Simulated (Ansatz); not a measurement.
Run report: MoS₂, geometry relaxation (part 1 of 2)

MoS₂ (P6₃/mmc, 6 atoms in the cell), computed with DFT PBE+D3(BJ), scalar-relativistic, plane waves, PAW, no spin polarisation (Ansatz 0.2.0).

The structure derives from an entry of the Crystallography Open Database.

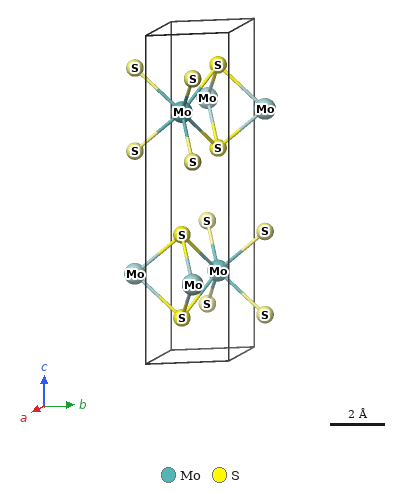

**Figure 1.** The starting structure (ball-and-stick view of the cell of the calculation, seen slightly off an axis; neighbours outside the cell are drawn fainter). Near neighbours in the crystal (not all of them lie inside the picture): Mo has 6 S at 2.43 Å; S has 3 Mo at 2.43 Å.

The input
```yaml
crystal:
  lattice:
    - [3.1914844789, 0.0, 0.0]
    - [-1.5957422394, 2.7639066345, 0.0]
    - [0.0, 0.0, 12.4776700673]
  atoms:
    - { symbol: Mo, position: [0.3333333333, 0.6666666667, 0.25] }
    - { symbol: Mo, position: [0.6666666667, 0.3333333333, 0.75] }
    - { symbol: S, position: [0.3333333333, 0.6666666667, 0.6233982632] }
    - { symbol: S, position: [0.6666666667, 0.3333333333, 0.1233982632] }
    - { symbol: S, position: [0.3333333333, 0.6666666667, 0.8766017368] }
    - { symbol: S, position: [0.6666666667, 0.3333333333, 0.3766017368] }
basis:
  ecutwfc: 420
kpoints:
  mp_grid: { grid: [12, 12, 4] }
hamiltonian:
  xc: pbe
  dispersion: d3bj
scf:
  occupations: { method: gaussian, width: 0.02 }
output:
  forces: true
  stress: true
  eigenvalues: true
  write_density: true
  write_potential: true
  elf: true
  volumetric_format: npy
relax:
  adjacent_minimum: "off"
  f_tol: 0.01
  max_steps: 30
  cell: { stress_tol: 0.1, fix: [volume] }
```

Launch command:
```bash
ansatz run input.yaml --threads 2 --pin off --max-ram 5120MiB --backend cpu --events-out ev --progress --plain --runs-dir out
```

What the program printed
```
Engine: ansatz 0.2.0, x86_64-unknown-linux-gnu
Pseudopotentials: kind: paw
Pseudopotential: Mo, paw, valence charge 14, recommended cutoff 420 eV (normal), Mo.paw.azcp
Pseudopotential: S, paw, valence charge 6, recommended cutoff 420 eV (normal), S.paw.azcp
Functional definition: PBE
  parameter kappa = 0.804
  parameter beta = 0.06672455060314922
  exchange = pbe_x(kappa = kappa, mu = beta*pi^2/3)
  correlation = pbe_c(beta = beta)
Crystal: 6 atoms, lattice volume = 110.065 Å³
Basis set: ecut = 420 eV, 2177 PW (Γ), exchange–correlation on 48×48×180 points (8 copies of the dense FFT grid, shifted against one another)
Bands: 32, of which v1, the nominal top of the filled ones, is band 26 counted from 1 (25 counted from 0)
Symmetry: 24 space group operations
Space group: P63/mmc (ITA 194), of the structure as read, at distance tolerance 4.8e-5 Å
k-points: 57 of 576
Non-local potential: Mo, projectors of the file, l = 0: 3, l = 1: 2, l = 2: 2, l = 3: 1
Non-local potential: S, projectors of the file, l = 0: 2, l = 1: 2, l = 2: 2
PAW form: soft (Blöchl's): semilocal exchange-correlation on the pseudo side does not see the compensation charge
PAW one-centre angular grid: Mo, 590 points (default); XC on 64 Gauss nodes
PAW one-centre angular grid: S, 110 points (default); XC on 64 Gauss nodes
Initial density: superposition of atomic densities (neutral atoms: chi_scale 0, normalization atom), corrected by the library's trained network
Initial wavefunctions: pseudopotential atomic-orbital guess
Functional: x = pbe(κ = 0.804, μ = 0.2195149727645171), c = pbe(β = 0.06672455060314922)
SCF iter   1: F=—  HF=-13528.009521 eV  |F-HF|=—  |Δ(HF+E_count)|=         —  Δρ=5.30e-3  dr2=7.09e-3  ethr=1.77e-3  ⟨swp⟩=6.9  Hψ=8006  notcnv=0
preconditioner: auto → Resta (q_TF=auto, 2.408 Å⁻¹)  ε∞=8.8  [insulator: Δε(μ)=0.926 eV  Ē_g=7.612 eV  σ=0.020 eV  W_gap=1.00  n_scr=26 (ndim 8)  ℏωp=21.2 eV  f_vac=0.019  D(μ)=0.00/eV (n_scr^D=0)  ε∞_Penn≈8.8]
SCF iter   2: F=—  HF=-13528.018578 eV  |F-HF|=—  |Δ(HF+E_count)|=   9.06e-3  Δρ=3.03e-3  dr2=2.29e-3  ethr=1.36e-5  ⟨swp⟩=2.0  Hψ=3566  notcnv=0  defer=84
SCF iter   3: F=—  HF=-13528.023359 eV  |F-HF|=—  |Δ(HF+E_count)|=   4.78e-3  Δρ=5.21e-4  dr2=7.20e-4  ethr=4.41e-6  ⟨swp⟩=2.0  Hψ=2894  notcnv=0  defer=84
SCF iter   4: F=—  HF=-13528.023285 eV  |F-HF|=—  |Δ(HF+E_count)|=   7.39e-5  Δρ=1.15e-4  dr2=1.01e-5  ethr=1.38e-6  ⟨swp⟩=2.1  Hψ=2322  notcnv=0  defer=84
SCF iter   5: F=—  HF=-13528.023422 eV  |F-HF|=—  |Δ(HF+E_count)|=   1.37e-4  Δρ=4.24e-5  dr2=1.45e-6  ethr=1.95e-8  ⟨swp⟩=2.0  Hψ=2498  notcnv=0  defer=84
SCF iter   6: F=—  HF=-13528.023423 eV  |F-HF|=—  |Δ(HF+E_count)|=   1.78e-6  Δρ=8.52e-6  dr2=1.33e-7  ethr=2.79e-9  ⟨swp⟩=2.0  Hψ=2675  notcnv=0  defer=84
SCF iter   7: F=-13528.023423 eV  HF=-13528.023423 eV  |F-HF|=3.65e-9  |Δ(HF+E_count)|=   4.94e-8  Δρ=2.33e-6  dr2=1.13e-8  ethr=1.92e-10  ⟨swp⟩=11.6  Hψ=11987  notcnv=0
SCF 1 converged in 7 iterations: F = -13528.023423 eV  dr2 = 1.13e-8
  greatest PAW one-centre occupation: 0.998 electrons in one spin orbital (limit 2), on the Mo atom at site 1 (counted from 0), in its partial waves of l = 0
relax step   1: F+E_penalty+E_count = -13528.02342348 eV  Δ(F+E_penalty+E_count) = +0.000e0 eV  max|allowed force component| = 4.406e-1 eV/Å  Δτ_max = 0.0000 Å  P = -5.133 GPa  Ω = 110.065 Å³  fix = [volume]  reactions: volume -5.133 GPa  (7 SCF iters, dr2 threshold 1.00e-7 eV, accepted)
Basis set: ecut = 420 eV, 2143 PW (Γ), exchange–correlation on 48×48×180 points (8 copies of the dense FFT grid, shifted against one another)
Initial density: handed on by an earlier stage of this run
Initial wavefunctions: those handed on with the density
iter 1 solved again at ethr=5.57e-5 eV; its pass at ethr=3.10e-3 eV (dr2=2.90e-2 eV) is discarded
SCF iter   1: F=—  HF=-13528.057280 eV  |F-HF|=—  |Δ(HF+E_count)|=         —  Δρ=4.48e-3  dr2=3.60e-2  ethr=5.57e-5  ⟨swp⟩=1.9  Hψ=10543  notcnv=0
eigensolver tolerance schedule calibrated: the retry pair's looser diagonalisation under-reported the residual by θ = 0.20 (0.11/decade); ethr = c·dr2/N_el runs at the constant in force after the calibration composes with the one it found (an armed cap, an earlier calibration), c = 7.9e-2
preconditioner: auto → Resta (q_TF=auto, 2.408 Å⁻¹)  ε∞=8.5  [insulator: Δε(μ)=1.069 eV  Ē_g=7.761 eV  σ=0.020 eV  W_gap=1.00  n_scr=26 (ndim 8)  ℏωp=21.2 eV  f_vac=0.028  D(μ)=0.00/eV (n_scr^D=0)  ε∞_Penn≈8.5]
SCF iter   2: F=—  HF=-13528.052610 eV  |F-HF|=—  |Δ(HF+E_count)|=   4.67e-3  Δρ=2.14e-3  dr2=4.09e-3  ethr=5.49e-5  ⟨swp⟩=2.2  Hψ=2730  notcnv=0
SCF iter   3: F=—  HF=-13528.051976 eV  |F-HF|=—  |Δ(HF+E_count)|=   6.34e-4  Δρ=1.18e-3  dr2=1.47e-3  ethr=6.23e-6  ⟨swp⟩=2.1  Hψ=2666  notcnv=0
SCF iter   4: F=—  HF=-13528.051832 eV  |F-HF|=—  |Δ(HF+E_count)|=   1.44e-4  Δρ=1.78e-4  dr2=3.25e-5  ethr=2.25e-6  ⟨swp⟩=2.0  Hψ=2840  notcnv=0
SCF iter   5: F=—  HF=-13528.051696 eV  |F-HF|=—  |Δ(HF+E_count)|=   1.36e-4  Δρ=3.09e-5  dr2=2.01e-6  ethr=4.95e-8  ⟨swp⟩=2.0  Hψ=2695  notcnv=0
SCF iter   6: F=-13528.051698 eV  HF=-13528.051698 eV  |F-HF|=1.47e-7  |Δ(HF+E_count)|=   1.92e-6  Δρ=1.06e-5  dr2=3.19e-7  ethr=9.14e-10  ⟨swp⟩=11.6  Hψ=14084  notcnv=0
SCF 2 converged in 6 iterations: F = -13528.051698 eV  dr2 = 3.19e-7
relax step   2: F+E_penalty+E_count = -13528.05169801 eV  Δ(F+E_penalty+E_count) = -2.827e-2 eV  max|allowed force component| = 1.687e-1 eV/Å  Δτ_max = 0.0499 Å  P = -0.776 GPa  Ω = 110.065 Å³  energy of the carried Pulay correction = +7.874e-18 eV  fix = [volume]  reactions: volume -0.776 GPa  (6 SCF iters, dr2 threshold 6.00e-7 eV, accepted)
Basis set: ecut = 420 eV, 2155 PW (Γ), exchange–correlation on 48×48×180 points (8 copies of the dense FFT grid, shifted against one another)
iter 1 solved again at ethr=3.32e-6 eV; its pass at ethr=3.10e-3 eV (dr2=1.73e-3 eV) is discarded
SCF iter   1: F=—  HF=-13528.055596 eV  |F-HF|=—  |Δ(HF+E_count)|=         —  Δρ=1.04e-3  dr2=1.57e-3  ethr=3.32e-6  ⟨swp⟩=2.5  Hψ=9580  notcnv=0
preconditioner: auto → Resta (q_TF=auto, 2.408 Å⁻¹)  ε∞=8.5  [insulator: Δε(μ)=1.028 eV  Ē_g=7.746 eV  σ=0.020 eV  W_gap=1.00  n_scr=26 (ndim 8)  ℏωp=21.2 eV  f_vac=0.024  D(μ)=0.00/eV (n_scr^D=0)  ε∞_Penn≈8.5]
SCF iter   2: F=—  HF=-13528.055377 eV  |F-HF|=—  |Δ(HF+E_count)|=   2.19e-4  Δρ=5.00e-4  dr2=2.33e-4  ethr=3.02e-6  ⟨swp⟩=2.0  Hψ=2322  notcnv=0
SCF iter   3: F=—  HF=-13528.055232 eV  |F-HF|=—  |Δ(HF+E_count)|=   1.44e-4  Δρ=2.85e-4  dr2=8.97e-5  ethr=4.47e-7  ⟨swp⟩=2.2  Hψ=2731  notcnv=0
SCF iter   4: F=—  HF=-13528.055219 eV  |F-HF|=—  |Δ(HF+E_count)|=   1.30e-5  Δρ=4.62e-5  dr2=2.89e-6  ethr=1.72e-7  ⟨swp⟩=2.5  Hψ=2711  notcnv=0
SCF iter   5: F=-13528.055220 eV  HF=-13528.055220 eV  |F-HF|=3.65e-9  |Δ(HF+E_count)|=   9.60e-7  Δρ=1.11e-5  dr2=2.19e-7  ethr=1.15e-9  ⟨swp⟩=10.7  Hψ=13882  notcnv=0
SCF 3 converged in 5 iterations: F = -13528.055220 eV  dr2 = 2.19e-7
relax step   3: F+E_penalty+E_count = -13528.05522027 eV  Δ(F+E_penalty+E_count) = -3.522e-3 eV  max|allowed force component| = 2.238e-2 eV/Å  Δτ_max = 0.0125 Å  P = -1.946 GPa  Ω = 110.065 Å³  fix = [volume]  reactions: volume -1.946 GPa  (5 SCF iters, dr2 threshold 6.00e-7 eV, accepted)
iter 1 solved again at ethr=2.15e-7 eV; its pass at ethr=3.10e-3 eV (dr2=1.12e-4 eV) is discarded
SCF iter   1: F=—  HF=-13528.055393 eV  |F-HF|=—  |Δ(HF+E_count)|=         —  Δρ=1.73e-4  dr2=9.41e-5  ethr=2.15e-7  ⟨swp⟩=3.1  Hψ=10148  notcnv=0
preconditioner: auto → Resta (q_TF=auto, 2.408 Å⁻¹)  ε∞=8.5  [insulator: Δε(μ)=1.024 eV  Ē_g=7.742 eV  σ=0.020 eV  W_gap=1.00  n_scr=26 (ndim 8)  ℏωp=21.2 eV  f_vac=0.024  D(μ)=0.00/eV (n_scr^D=0)  ε∞_Penn≈8.5]
SCF iter   2: F=—  HF=-13528.055278 eV  |F-HF|=—  |Δ(HF+E_count)|=   1.15e-4  Δρ=9.67e-5  dr2=1.04e-5  ethr=1.81e-7  ⟨swp⟩=2.0  Hψ=2329  notcnv=0
SCF iter   3: F=—  HF=-13528.055275 eV  |F-HF|=—  |Δ(HF+E_count)|=   2.90e-6  Δρ=4.67e-5  dr2=4.38e-6  ethr=2.00e-8  ⟨swp⟩=2.1  Hψ=2586  notcnv=0
SCF iter   4: F=—  HF=-13528.055274 eV  |F-HF|=—  |Δ(HF+E_count)|=   5.44e-7  Δρ=9.28e-6  dr2=8.83e-8  ethr=8.43e-9  ⟨swp⟩=2.0  Hψ=2583  notcnv=0
SCF iter   5: F=-13528.055275 eV  HF=-13528.055275 eV  |F-HF|=2.62e-9  |Δ(HF+E_count)|=   2.90e-8  Δρ=1.81e-6  dr2=3.75e-9  ethr=1.25e-10  ⟨swp⟩=8.1  Hψ=11206  notcnv=0
SCF 4 converged in 5 iterations: F = -13528.055275 eV  dr2 = 3.75e-9
relax step   4: F+E_penalty+E_count = -13528.05527452 eV  Δ(F+E_penalty+E_count) = -5.425e-5 eV  max|allowed force component| = 5.045e-3 eV/Å  Δτ_max = 0.0000 Å  P = -1.928 GPa  Ω = 110.065 Å³  energy of the carried Pulay correction = -1.969e-18 eV  fix = [volume]  reactions: volume -1.928 GPa  (5 SCF iters, dr2 threshold 6.50e-8 eV, accepted)
Initial wavefunctions: pseudopotential atomic-orbital guess (no wavefunctions were taken with the density)
iter 1 solved again at ethr=1.12e-7 eV; its pass at ethr=3.10e-3 eV (dr2=5.84e-5 eV) is discarded
SCF iter   1: F=—  HF=-13528.055379 eV  |F-HF|=—  |Δ(HF+E_count)|=         —  Δρ=4.06e-5  dr2=9.88e-8  ethr=1.12e-7  ⟨swp⟩=3.5  Hψ=13577  notcnv=0
preconditioner: auto → Resta (q_TF=auto, 2.408 Å⁻¹)  ε∞=8.5  [insulator: Δε(μ)=1.024 eV  Ē_g=7.741 eV  σ=0.020 eV  W_gap=1.00  n_scr=26 (ndim 8)  ℏωp=21.2 eV  f_vac=0.024  D(μ)=0.00/eV (n_scr^D=0)  ε∞_Penn≈8.5]
SCF iter   2: F=—  HF=-13528.055289 eV  |F-HF|=—  |Δ(HF+E_count)|=   8.99e-5  Δρ=2.05e-5  dr2=2.42e-8  ethr=1.90e-10  ⟨swp⟩=2.7  Hψ=3572  notcnv=0
SCF iter   3: F=—  HF=-13528.055294 eV  |F-HF|=—  |Δ(HF+E_count)|=   5.52e-6  Δρ=2.53e-6  dr2=6.64e-9  ethr=4.66e-11  ⟨swp⟩=2.1  Hψ=2754  notcnv=0
SCF iter   4: F=—  HF=-13528.055294 eV  |F-HF|=—  |Δ(HF+E_count)|=   4.78e-8  Δρ=6.78e-7  dr2=3.28e-10  ethr=1.28e-11  ⟨swp⟩=2.0  Hψ=2318  notcnv=0
SCF iter   5: F=-13528.055294 eV  HF=-13528.055294 eV  |F-HF|=5.28e-11  |Δ(HF+E_count)|=   1.40e-9  Δρ=2.25e-7  dr2=8.47e-11  ethr=1.00e-12  ⟨swp⟩=6.2  Hψ=8827  notcnv=0
SCF 5 converged in 5 iterations: F = -13528.055294 eV  dr2 = 8.47e-11
relax step   5: F+E_penalty+E_count = -13528.05529429 eV  Δ(F+E_penalty+E_count) = -1.977e-5 eV  max|allowed force component| = 5.056e-3 eV/Å  Δτ_max = 0.0000 Å  P = -1.927 GPa  Ω = 110.065 Å³  fix = [volume]  reactions: volume -1.927 GPa  stress off target by 9.16e-2 GPa on what of the cell is left free  SCF on the basis re-selected at this cell (its energy is not comparable with the rows above)  (5 SCF iters)
```

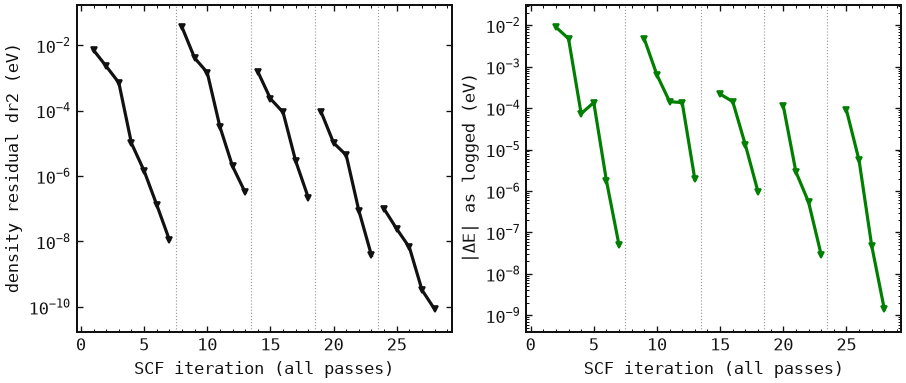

**Figure 2.** Convergence of the self-consistent field: density residual dr2 and size of the energy change against the SCF iteration. The dotted lines part the SCF passes of the relaxation: geometry steps, rejected trials and re-solves on a re-selected basis. The 5 passes take 5 to 7 iterations each, 28 in all.

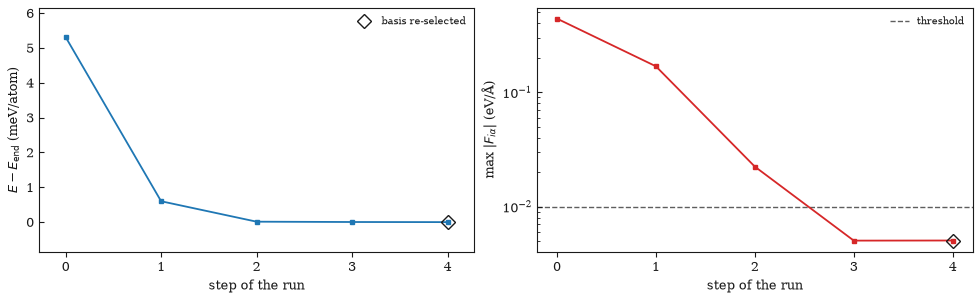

**Figure 3.** Progress of the relaxation, step by step (the first geometry is step 0 here and step 1 in the log).
